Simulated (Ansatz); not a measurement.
System: Ag₇I₈ (cell with a defect).

```
Ag I
1.0
     0.00000    9.11726    0.00000
    -9.11726    0.00000    0.00000
     4.55863   -4.55863    6.45511
Ag I
7 8
Cartesian
  -0.0722 -2.3515 4.8413
  -6.8379 0.0000 1.5115
  -4.4864 -2.3515 4.8413
  -2.2794 4.5587 1.7161
  -0.0722 2.3515 4.8413
  -6.8379 4.5586 1.6138
  -4.4864 2.3515 4.8413
  -4.4887 0.0000 0.0491
  -2.2793 -2.2094 3.1785
  -0.0699 0.0000 0.0491
  2.2793 -2.2619 3.2396
  0.0175 0.0000 6.4430
  -2.2793 2.2094 3.1785
  4.5413 0.0000 6.4430
  2.2793 2.2619 3.2396
```

Computed without spin polarisation.

Method: DFT PBEsol, scalar-relativistic, plane waves, PAW in Ansatz.

What can the converged valence pseudo-density and electron localisation function tell about the bonding?

Answer. Ag–I (2.77 Å): the density is about 0.36 e/Å³ at the midpoint; the ELF is about 0.40 at the midpoint and 0.15 at its lowest between the atoms.

Does the calculation make it a metal, or give it a gap?

Answer. It is gapless in this calculation (a metal or semimetal).

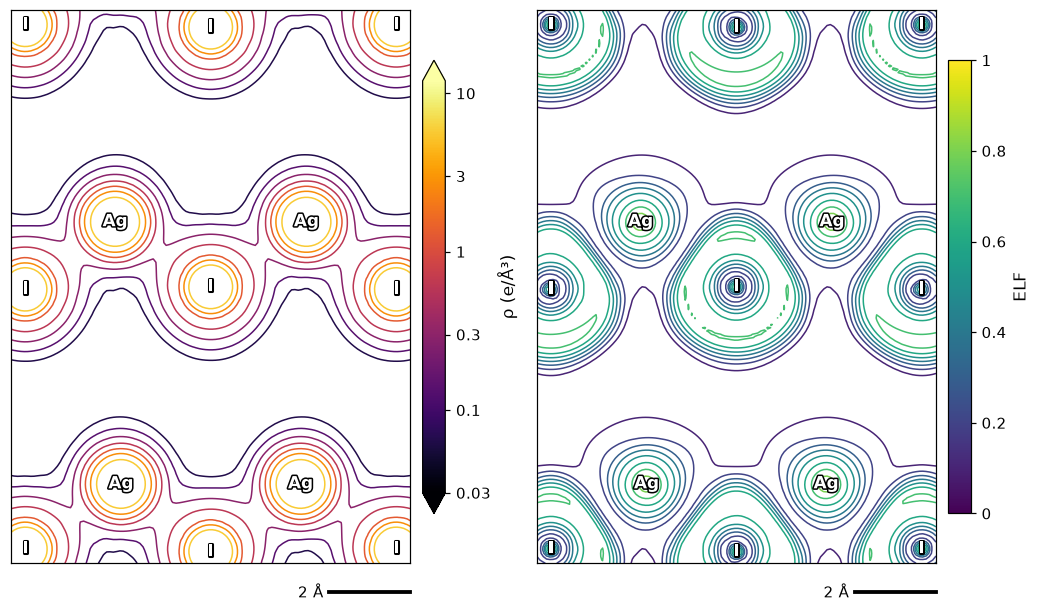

Computed valence pseudo-density and electron localisation function on the (110) plane of the calculation cell, in this order. 
